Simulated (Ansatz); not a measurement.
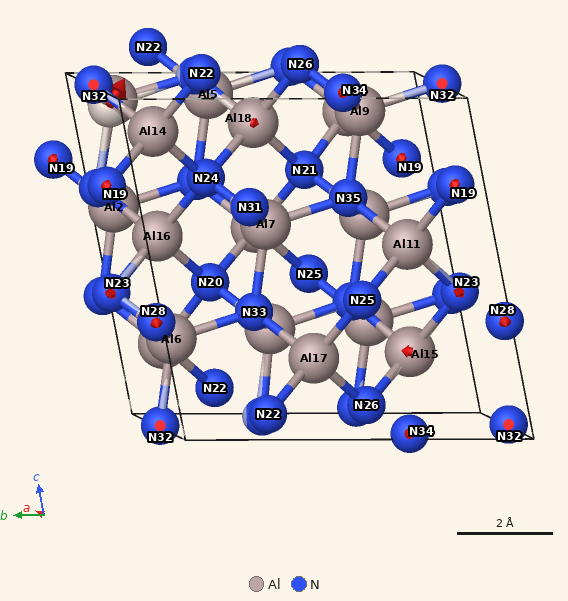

This is a relaxation of a defect cell of composition Al$_{18}$N$_{17}$. The starting structure is drawn faded, the final one solid; red arrows show the displacements, magnified 5 times.

Style: ball-and-stick. Shown: the cell of the calculation, reduced to other axes, from a free direction. Lengths and directions refer to the drawn axes.

The calculation used DFT PBEsol, scalar-relativistic, plane waves, PAW (Ansatz). (plane-wave cutoff 420 eV; k-point mesh 2 × 2 × 2; occupations gaussian; smearing width 0.02 eV; mesh shifted by (0.5, 0.5, 0.5); collinear spin; atoms relaxed in a fixed cell; force threshold 0.03 eV/Å; at most 40 steps)

**Atoms of which element are displaced furthest, and by how much?**

Aluminium: up to 0.15 Å, against 0.08 Å for nitrogen.

**Describe the change and its energy.**

After 6 accepted moves (9 points after the start) the energy has fallen by 0.140 eV per cell of the calculation. The largest force component goes from 1.3 to 0.015 eV/Å. The line search rejected the trial steps at points 4, 6, 8 of the run. The atom that moves furthest is an Al atom (0.15 Å roughly along [1 −2 2]). By element the largest moves are Al 0.15 Å, N 0.08 Å. The cell doesn't change. Near-neighbour distances that change, for instance: Al–N 1.820 → 1.902 Å, Al–N 1.920 → 1.883 Å, Al–N 1.861 → 1.890 Å, Al–N 1.892 → 1.914 Å. Bond angles that change, for instance: N–Al–N 114.0° → 107.5°, Al–N–Al 112.8° → 107.6°, Al–N–Al 109.9° → 113.7°. Cost: 96 s on 8 threads of Arm Neoverse V1 (shared host), peak memory 1.6 GiB.

Limits of the set-up: the periodic images lie only 7.3 Å apart, so the values are limited by the cell's size.
